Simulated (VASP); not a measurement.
# What a change does: band-structure calculation on SnO₂

System: SnO₂ (Fm-3m, 3 atoms in the cell).
Method of the first run: DFT, r2SCAN, plane waves, PAW (VASP 6.6.1).

The structure was built on a prototype by a generator. The geometry comes from this level: r2SCAN (a point of a series of strains). 

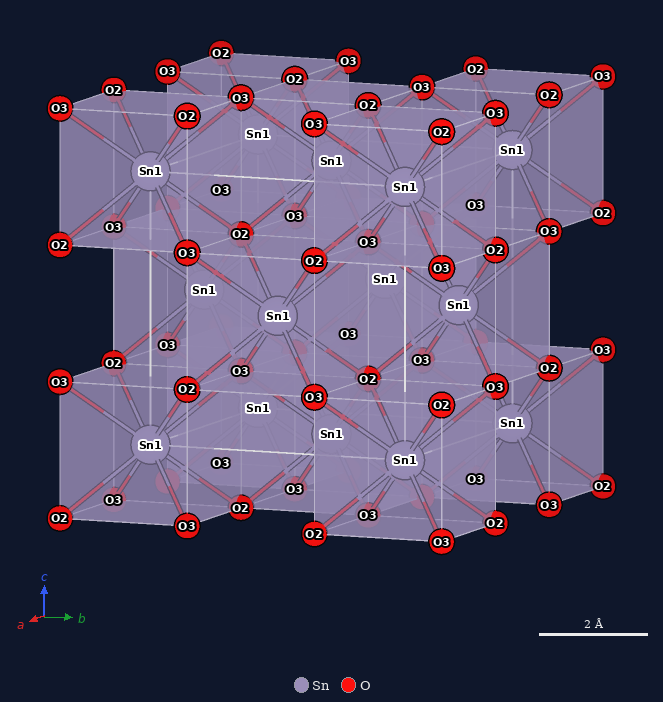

Fig. 1: The input geometry (polyhedral view of the cell 4 times as large as that of the calculation, set on its symmetry axes, seen slightly off an axis; polyhedra are completed across the faces of the cell; atoms are numbered from 1 in the order of the input).

### INCAR, the first run
```
ENCUT = 520.000000
SIGMA = 0.020000
EDIFF = 1.00e-07
ALGO = Normal
METAGGA = R2SCAN
PREC = Accurate
IBRION = -1
ISIF = 2
ISMEAR = -1
NBANDS = 20
NELM = 120
NSW = 0
LASPH = .TRUE.
LCHARG = .FALSE.
LWAVE = .FALSE.
LREAL = .FALSE.
```

### KPOINTS, the first run
```
KPOINTS created by Atomic Simulation Environment
0
Gamma
8 8 8
0 0 0
```

### KPOINTS_OPT, the first run
```
special points
6
Reciprocal
0.0000000000 0.0000000000 0.0000000000 1
0.5000000000 0.0000000000 0.5000000000 1
0.6250000000 0.2500000000 0.6250000000 1
0.3750000000 0.3750000000 0.7500000000 1
0.5000000000 0.5000000000 0.5000000000 1
0.5000000000 0.2500000000 0.7500000000 1
```

### POSCAR, the first run
```
Sn O
 1.0000000000000000
     0.0000000000000000    2.5595616801999999    2.5595616801999999
     2.5595616801999999    0.0000000000000000    2.5595616801999999
     2.5595616801999999    2.5595616801999999    0.0000000000000000
 Sn  O
   1   2
Cartesian
  0.0000000000000000  0.0000000000000000  0.0000000000000000
  1.2797808400999999  1.2797808400999999  1.2797808400999999
  3.8393425202999998  3.8393425202999998  3.8393425202999998
```

Command:
```bash
mpirun -np 1 vasp_std
```

Hardware: 1 CPU thread, shared host.

### OSZICAR and lines of OUTCAR (the first run)
```
N       E                     dE             d eps       ncg     rms          rms(c)
DAV:   1     0.220034211986E+03    0.22003E+03   -0.13749E+04  1284   0.206E+03
DAV:   2    -0.240056370578E+02   -0.24404E+03   -0.23060E+03  1236   0.516E+02
DAV:   3    -0.502736910113E+02   -0.26268E+02   -0.25977E+02  1336   0.140E+02
DAV:   4    -0.509736288600E+02   -0.69994E+00   -0.69944E+00  1288   0.239E+01
DAV:   5    -0.509899864430E+02   -0.16358E-01   -0.16356E-01  1448   0.377E+00    0.104E+01
DAV:   6    -0.412994870655E+02    0.96905E+01   -0.66788E+00  1656   0.586E+01    0.419E+00
DAV:   7    -0.414432252867E+02   -0.14374E+00   -0.11407E+00  1292   0.891E+00    0.235E+00
[...]
       N       E                     dE             ncg
DAV:   1     0.146852688941E+04   -0.44921E+04      272
DAV:   2     0.888602473984E+02   -0.13797E+04      268
DAV:   3    -0.564141109443E+02   -0.14527E+03      272
DAV:   4    -0.605041429450E+02   -0.40900E+01      264
DAV:   5    -0.606104558491E+02   -0.10631E+00      280
DAV:   6    -0.606156760350E+02   -0.52202E-02      312
DAV:   7    -0.606157791723E+02   -0.10314E-03      312
DAV:   8    -0.606157829244E+02   -0.37521E-05      312
DAV:   9    -0.606157829388E+02   -0.14447E-07      176
[... from OUTCAR:]
   NELECT =      26.0000    total number of electrons
 E-fermi :   7.5532
  free  energy   TOTEN  =       -41.4705353871 eV
  energy  without entropy=      -41.4705353778  energy(sigma->0) =      -41.47053538
```

For the second run the input was changed thus:
```diff
-ALGO = Normal
-METAGGA = R2SCAN
+GGA = PE
```

How does the second run compare with the first run?

The total energies belong to different methods, so their difference says nothing on which is more stable or more accurate. The gap of 0.54 eV on the mesh closes. The pressure goes from −5.29 to 3.43 GPa. The functional changes from R2SCAN to PBE. The SCF takes 14 iterations against 16.

### OSZICAR and lines of OUTCAR (the second run)
```
N       E                     dE             d eps       ncg     rms          rms(c)
DAV:   1     0.244693083523E+03    0.24469E+03   -0.13503E+04  1280   0.203E+03
DAV:   2     0.525651293364E+01   -0.23944E+03   -0.22661E+03  1236   0.507E+02
DAV:   3    -0.203595888061E+02   -0.25616E+02   -0.25326E+02  1308   0.136E+02
DAV:   4    -0.210488880454E+02   -0.68930E+00   -0.68878E+00  1300   0.235E+01
DAV:   5    -0.210639913187E+02   -0.15103E-01   -0.15102E-01  1416   0.362E+00    0.108E+01
DAV:   6    -0.179025919501E+02    0.31614E+01   -0.11161E+01  1740   0.570E+01    0.385E+00
DAV:   7    -0.179247734534E+02   -0.22182E-01   -0.67134E-01  1248   0.593E+00    0.194E+00
[...]
DAV:   1     0.153422860590E+04   -0.44264E+04      272
DAV:   2     0.202916211778E+03   -0.13313E+04      264
DAV:   3     0.569382712672E+02   -0.14598E+03      276
DAV:   4     0.529845119697E+02   -0.39538E+01      268
DAV:   5     0.528914806566E+02   -0.93031E-01      288
DAV:   6     0.528876322367E+02   -0.38484E-02      296
DAV:   7     0.528874651571E+02   -0.16708E-03      308
DAV:   8     0.528874595122E+02   -0.56449E-05      264
DAV:   9     0.528874592572E+02   -0.25492E-06      212
DAV:  10     0.528874592540E+02   -0.32014E-08      168
[... from OUTCAR:]
   NELECT =      26.0000    total number of electrons
 E-fermi :   7.6293
  free  energy   TOTEN  =       -17.9102634532 eV
  energy  without entropy=      -17.9099836756  energy(sigma->0) =      -17.91012356
```

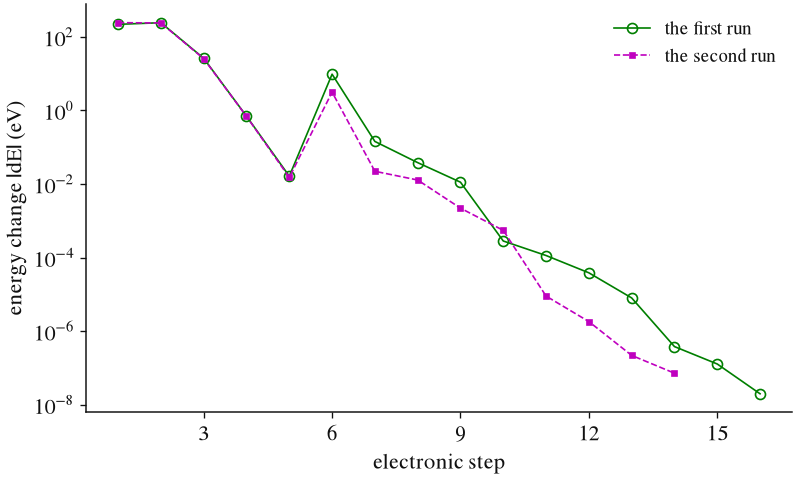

Fig. 2: Convergence of the two runs: energy change |dE| against the electronic step. The first run takes 16 steps in all, and the second run takes 14.

### The two runs side by side

```csv
quantity,the first run,the second run
outcome,converged,converged
free energy per atom (eV),−13.8235,−5.9701
gap on the mesh (eV),0.54,0.00
pressure (GPa),−5.29,3.43
largest force (eV/Å),0.000,0.000
SCF iterations,16,14
irreducible k-points,29,29
```

For the first run: The cell is under a tension of 5.3 GPa at this level, so it is not at its equilibrium volume.
